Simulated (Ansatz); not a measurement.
## Single-point calculation of GaSb (part 2 of 2)

Continued. System: GaSb (slab, 16 atoms in the cell). Method: DFT PBE+D3(BJ), scalar-relativistic, plane waves, PAW, no spin polarisation (Ansatz 0.2.0); cutoff 420 eV, 3×3×1 k-mesh, Gaussian smearing of 0.1 eV. The structure derives from an entry of the Crystallography Open Database. It belongs to a series of runs on one base structure; here: the slab at its places in the relaxed adsorbed structure.

Geometry of the input (Å; fractional positions):
```
8.6681  0.0000  0.0000
-4.3340  7.5068  0.0000
0.0000  0.0000  24.2244
Sb 0.5000  0.0000  0.3302
Sb 0.5000  0.5000  0.3302
Sb 0.0000  0.0000  0.3302
Sb 0.0000  0.5000  0.3302
Ga 0.1667  0.8333  0.3668
Ga 0.1667  0.3333  0.3668
Ga 0.6667  0.8333  0.3668
Ga 0.6667  0.3333  0.3668
Sb 0.6407  0.8237  0.4818
Sb 0.6672  0.3390  0.4836
Sb 0.1805  0.8232  0.4817
Sb 0.1798  0.3630  0.4813
Ga 0.3334  0.6696  0.5436
Ga 0.3218  0.1642  0.5016
Ga 0.8407  0.6839  0.5024
Ga 0.8385  0.1652  0.5012
```

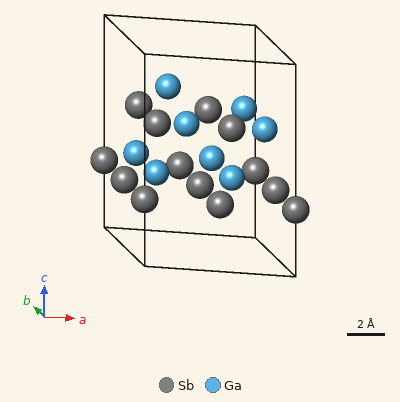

Figure 1. The structure as given in the input (spheres-only view of the cell of the calculation, with the vacuum cut short, seen slightly off an axis). An atom can appear more than once, as a periodic image.

## The program's output, continued
```
--- Per-component energies (eV) ---
  E_band       = -3972.275560
  E_kinetic    = 2571.269133
  E_local      = -180381.602240  (includes V_loc(G=0)·N_el)
  E_nonlocal   = 6285.298584
  E_hartree    = 87999.206970
  E_xc         = -1653.188639
  E_vxc        = -1222.832103  (∫ρ·V_xc dr)
  E_paw        = -52501.937692  (= ΣΔE_a)
  E_vpaw       = -7226.815717  (= ΣTr[D̂ρ^β])
  E_aug_tail   = -0.000918  (compensation charges beyond the density's cutoff)
  E_efield     = 0.010033  (sawtooth field / dipole correction)
  E_vefield    = 4.001378  (∫n·V_field dr)
  E_ewald      = 55543.325087
  E_disp       = -3.553045  (pairwise vdW)
  E_smearing   = -0.039383  (= −TS)
  E_closure    = 0.000000  (closes the sum)
  Σ components = -82141.212111   (vs F -82141.212111, Δ=0.00e0)
--- Forces (eV/Å), atoms counted from 1 ---
  atom   1  Sb    -0.00225749     0.04003848    -0.06163725
  atom   2  Sb     0.02896482    -0.01021851    -0.07227874
  atom   3  Sb    -0.00264798     0.00601333     0.04521241
  atom   4  Sb    -0.03443619    -0.01032182    -0.06830182
  atom   5  Ga     0.04509097    -0.03042252    -0.00134302
  atom   6  Ga     0.00372197     0.04673470    -0.01772617
  atom   7  Ga    -0.04273189    -0.03251245     0.01166540
  atom   8  Ga    -0.00154724     0.00332384     0.14208260
  atom   9  Sb    -0.00797495     0.01310571     0.00379402
  atom  10  Sb    -0.00533206    -0.02825876     0.00304561
  atom  11  Sb     0.00417382     0.01824590     0.01343884
  atom  12  Sb     0.00387977    -0.01064796     0.05143183
  atom  13  Ga     0.00579038    -0.01191089    -0.02402487
  atom  14  Ga    -0.01802960     0.00426129    -0.01140165
  atom  15  Ga    -0.00480605     0.01027046    -0.01359128
  atom  16  Ga     0.02814245    -0.00770154    -0.00038256
  max |Σ_I F_I| component: 1.66e-5 eV/Å
--- Band table (eV; the first three rows and the last of 5) ---
  k-point 0: bands = ["-29.8858", "-29.8808", "-29.8793", "-29.8762", "-29.8734", "-29.8680", "-29.8562", "-29.8516", "-29.8508", "-29.8457", "-29.8454", "-29.8444", "-29.8406", "-29.8378", "-29.8322", "-29.8124", "-29.8118", "-29.8014", "-29.7855", "-29.7842", "-29.1714", "-29.1712", "-29.1399", "-29.1378", "-29.1375", "-29.1360", "-29.1360", "-29.1353", "-29.1350", "-29.1324", "-29.1299", "-29.0970", "-29.0961", "-29.0947", "-29.0946", "-29.0931", "-29.0921", "-29.0881", "-29.0864", "-29.0851", "-16.3102", "-16.2920", "-16.2899", "-16.2639", "-16.2517", "-16.2516", "-16.2457", "-16.2457", "-16.2411", "-16.2069", "-16.1853", "-16.1842", "-16.1809", "-16.1801", "-16.1565", "-15.7539", "-15.7536", "-15.7272", "-15.7064", "-15.7064", "-15.5758", "-15.5646", "-15.5635", "-15.5554", "-15.5452", "-15.5447", "-15.5291", "-15.5285", "-15.5276", "-15.5227", "-15.5017", "-15.5014", "-15.4893", "-15.4859", "-15.4849", "-15.4775", "-15.4765", "-15.4685", "-15.4466", "-15.4465", "-11.8778", "-10.8235", "-10.4811", "-10.4776", "-10.4164", "-9.4900", "-9.4739", "-9.4703", "-7.4741", "-7.4708", "-7.2982", "-6.8056", "-6.8038", "-6.7542", "-5.5714", "-3.4095", "-3.3127", "-3.3010", "-3.2796", "-3.0066", "-2.9975", "-2.8867", "-2.1540", "-2.1272", "-2.1251", "-2.0254", "-1.8865", "-1.8758", "-1.7281", "-1.7175", "-0.9859", "-0.8621", "-0.8574", "-0.6506", "-0.0255", "-0.0195", "0.1141", "0.1247", "0.1433", "0.7038", "0.7091", "0.7211", "0.9159", "1.1592", "1.8823", "1.8919", "2.0090", "2.5334", "2.5480", "2.8381", "3.0770", "3.0885", "3.3933", "3.6935", "3.7018"]
  k-point 1: bands = ["-29.8858", "-29.8807", "-29.8791", "-29.8763", "-29.8733", "-29.8682", "-29.8562", "-29.8515", "-29.8507", "-29.8457", "-29.8456", "-29.8443", "-29.8407", "-29.8377", "-29.8324", "-29.8125", "-29.8118", "-29.8014", "-29.7855", "-29.7842", "-29.1713", "-29.1711", "-29.1393", "-29.1375", "-29.1371", "-29.1364", "-29.1355", "-29.1354", "-29.1352", "-29.1334", "-29.1300", "-29.0970", "-29.0960", "-29.0947", "-29.0945", "-29.0930", "-29.0924", "-29.0880", "-29.0864", "-29.0853", "-16.3067", "-16.2941", "-16.2912", "-16.2609", "-16.2523", "-16.2514", "-16.2471", "-16.2457", "-16.2414", "-16.2034", "-16.1901", "-16.1870", "-16.1797", "-16.1762", "-16.1582", "-15.7539", "-15.7534", "-15.7272", "-15.7065", "-15.7065", "-15.5732", "-15.5669", "-15.5625", "-15.5533", "-15.5450", "-15.5423", "-15.5318", "-15.5299", "-15.5279", "-15.5218", "-15.5035", "-15.5015", "-15.4880", "-15.4854", "-15.4834", "-15.4778", "-15.4762", "-15.4706", "-15.4477", "-15.4473", "-11.6365", "-10.9853", "-10.5829", "-10.5184", "-10.4697", "-9.9423", "-9.4965", "-9.4834", "-7.3086", "-7.2372", "-6.6704", "-6.5646", "-6.5064", "-5.7909", "-5.6269", "-4.1123", "-4.0277", "-3.8020", "-3.5359", "-3.3103", "-3.1992", "-3.0577", "-3.0260", "-2.8828", "-2.8366", "-2.1935", "-2.0933", "-1.8869", "-1.6234", "-1.4631", "-1.3599", "-1.2583", "-1.0071", "-0.1082", "-0.0380", "0.3443", "0.5332", "0.6986", "1.2311", "1.2816", "1.5303", "1.5765", "1.6790", "2.0012", "2.2598", "2.6716", "2.7845", "2.7894", "3.0467", "3.2284", "3.2306", "3.3262", "3.5076", "3.5255", "3.7605"]
  k-point 2: bands = ["-29.8857", "-29.8806", "-29.8793", "-29.8762", "-29.8734", "-29.8681", "-29.8561", "-29.8515", "-29.8508", "-29.8458", "-29.8455", "-29.8442", "-29.8406", "-29.8379", "-29.8323", "-29.8125", "-29.8119", "-29.8014", "-29.7855", "-29.7842", "-29.1713", "-29.1711", "-29.1391", "-29.1378", "-29.1369", "-29.1363", "-29.1360", "-29.1355", "-29.1352", "-29.1332", "-29.1300", "-29.0969", "-29.0961", "-29.0946", "-29.0944", "-29.0933", "-29.0922", "-29.0878", "-29.0868", "-29.0852", "-16.3066", "-16.2951", "-16.2904", "-16.2610", "-16.2522", "-16.2514", "-16.2472", "-16.2457", "-16.2415", "-16.2035", "-16.1896", "-16.1874", "-16.1793", "-16.1765", "-16.1583", "-15.7538", "-15.7534", "-15.7272", "-15.7065", "-15.7064", "-15.5734", "-15.5656", "-15.5635", "-15.5535", "-15.5445", "-15.5426", "-15.5312", "-15.5299", "-15.5285", "-15.5217", "-15.5037", "-15.5012", "-15.4879", "-15.4859", "-15.4828", "-15.4772", "-15.4769", "-15.4707", "-15.4477", "-15.4472", "-11.6361", "-10.9847", "-10.5825", "-10.5203", "-10.4704", "-9.9428", "-9.4971", "-9.4812", "-7.3113", "-7.2259", "-6.6761", "-6.5654", "-6.5105", "-5.7864", "-5.6296", "-4.1087", "-4.0228", "-3.8061", "-3.5360", "-3.3162", "-3.1981", "-3.0663", "-3.0261", "-2.8884", "-2.8341", "-2.1898", "-2.0887", "-1.8862", "-1.6334", "-1.4545", "-1.3543", "-1.2576", "-1.0001", "-0.1022", "-0.0422", "0.3507", "0.5357", "0.6868", "1.2281", "1.2688", "1.5235", "1.5957", "1.6612", "2.0048", "2.2686", "2.6708", "2.7778", "2.7901", "3.0407", "3.2286", "3.2355", "3.3304", "3.5078", "3.5286", "3.7583"]
  k-point 4: bands = ["-29.8857", "-29.8806", "-29.8792", "-29.8763", "-29.8734", "-29.8680", "-29.8561", "-29.8516", "-29.8508", "-29.8456", "-29.8456", "-29.8443", "-29.8406", "-29.8380", "-29.8322", "-29.8125", "-29.8119", "-29.8014", "-29.7855", "-29.7842", "-29.1713", "-29.1711", "-29.1392", "-29.1377", "-29.1371", "-29.1363", "-29.1356", "-29.1355", "-29.1351", "-29.1333", "-29.1300", "-29.0969", "-29.0961", "-29.0947", "-29.0944", "-29.0932", "-29.0923", "-29.0879", "-29.0866", "-29.0852", "-16.3062", "-16.2964", "-16.2895", "-16.2609", "-16.2526", "-16.2514", "-16.2468", "-16.2460", "-16.2414", "-16.2035", "-16.1894", "-16.1878", "-16.1792", "-16.1764", "-16.1582", "-15.7537", "-15.7535", "-15.7272", "-15.7065", "-15.7064", "-15.5730", "-15.5670", "-15.5626", "-15.5532", "-15.5448", "-15.5423", "-15.5323", "-15.5300", "-15.5275", "-15.5218", "-15.5038", "-15.5012", "-15.4880", "-15.4851", "-15.4837", "-15.4779", "-15.4760", "-15.4706", "-15.4477", "-15.4473", "-11.6360", "-10.9832", "-10.5826", "-10.5178", "-10.4762", "-9.9432", "-9.4962", "-9.4810", "-7.3062", "-7.2221", "-6.6805", "-6.5655", "-6.5138", "-5.7825", "-5.6335", "-4.1043", "-4.0232", "-3.8091", "-3.5386", "-3.3178", "-3.1978", "-3.0735", "-3.0253", "-2.8937", "-2.8319", "-2.1865", "-2.0871", "-1.8860", "-1.6367", "-1.4488", "-1.3507", "-1.2574", "-0.9969", "-0.0963", "-0.0444", "0.3612", "0.5385", "0.6820", "1.2293", "1.2559", "1.5203", "1.5982", "1.6526", "2.0042", "2.2731", "2.6736", "2.7796", "2.7910", "3.0344", "3.2213", "3.2429", "3.3357", "3.5053", "3.5263", "3.7589"]
```

## Key numbers

```csv
quantity,value
outcome,converged
electrons treated,224
free energy,−82141.2121 eV
"work function, top face",3.97 eV
"work function, bottom face",5.14 eV
Fermi energy,−1.041 eV
gap on the k-point mesh,none (metallic)
work function (upper face),3.97 eV
largest force (length of the vector),0.142 eV/Å
hardware,"4 threads of Arm Neoverse V1, 24 GiB of memory available, shared host"
wall time,44 s (CPU time 2.9 min)
peak memory,3.8 GiB
```
